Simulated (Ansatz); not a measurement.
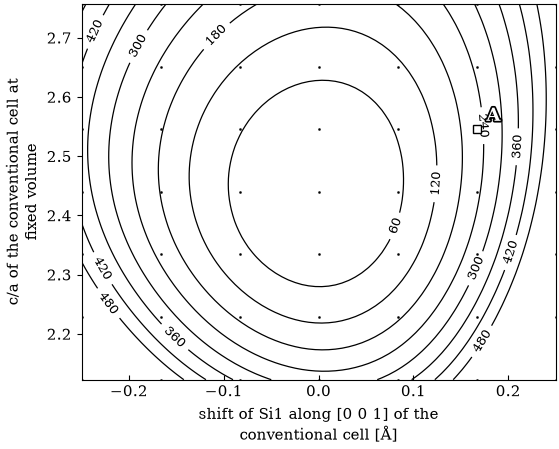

Si2W (I4/mmm, No. 139; 3 atoms in the cell). 
- The energy is mapped over a free internal coordinate and the cell.
- First axis: shift of Si1 along [0 0 1] of the conventional cell, Cartesian (0 0 1), its symmetry partners moved as symmetry demands (measured in the relaxed cell). Second axis: c/a of the conventional cell at fixed volume.
- Nothing is relaxed (all other coordinates fixed).
- The scan uses a 7 × 7 grid.
- Points are written as (first, second).
- Energies: meV/atom, counted from the lowest grid point.
- Method: DFT LDA, scalar-relativistic, plane waves, PAW in Ansatz 0.2.0. Settings: cutoff 420 eV, k-mesh 18×18×18, gaussian smearing 0.15 eV, no spin polarisation.

Drawn: contour lines labelled in meV/atom (none above 480), dots at the grid points, the point A. Between grid points the surface is interpolated.

Is A at rest? If not, where is it pushed?

A, at (0.167 Å, 2.546), is not a stationary point. The computed force is 2700 meV/atom for each Å towards smaller values of the first coordinate and 116 meV/atom for each unit towards smaller values of the second coordinate.

PAW datasets: the set soft_1.
